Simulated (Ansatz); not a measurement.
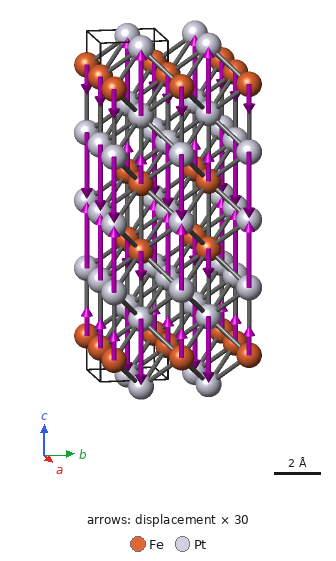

A relaxation of a crystal of Fe2Pt3 (a generated structure, set up in I4/mmm) (coarse preliminary run). The starting structure is drawn; purple arrows show the displacements (the part carried along by the change of the cell is left out), 30 times their true length.

Style: ball-and-stick. Shown: the conventional cell (2 times the calculation's cell), repeated 2 × 2 × 1 with one cell outlined, slightly off an axis. Lengths and directions refer to the drawn axes.

The calculation used Ansatz, DFT PBE, scalar-relativistic, plane waves, PAW. Settings: plane-wave cutoff 420 eV; k-point mesh 8 × 8 × 8; occupations gaussian; smearing width 0.1 eV; collinear spin; cell and atoms relaxed; force threshold 0.04 eV/Å; at most 70 steps.

Q: Which element moves most?

A: Platinum: up to 0.100 Å, against 0.045 Å for iron.

Q: What happened in the run?

A: The energy falls by 114 meV per atom in 6 accepted moves (8 points after the start). The largest force component goes from 2.3 to 0.019 eV/Å. Pressure: 8.80 GPa at the start and 0.05 GPa at the end. The line search rejected the trial step at point 5 of the run. The SCF was repeated once at an unchanged geometry on a basis and grid sized afresh for the cell, which shifted the energy by 0.7 meV per atom at most. The largest moves relative to the cell, 0.100 Å, are those of Pt atoms. Largest moves by element: Pt 0.100 Å, Fe 0.045 Å. Cell: a = b 3.050 → 3.239 Å (+6.2 %), c 15.252 → 14.019 Å (−8.1 %). Volume +3.6 %. Some distances before and after: Pt–Pt 3.050 → 2.704 Å, Fe–Pt 3.050 → 2.858 Å, Fe–Fe 3.050 → 2.895 Å, Pt–Pt 2.642 → 2.795 Å. The space group stays I4/mmm (No. 139). The run took 58 s on 4 threads of Arm Neoverse V2, with other jobs on the host, peak memory 0.66 GiB.
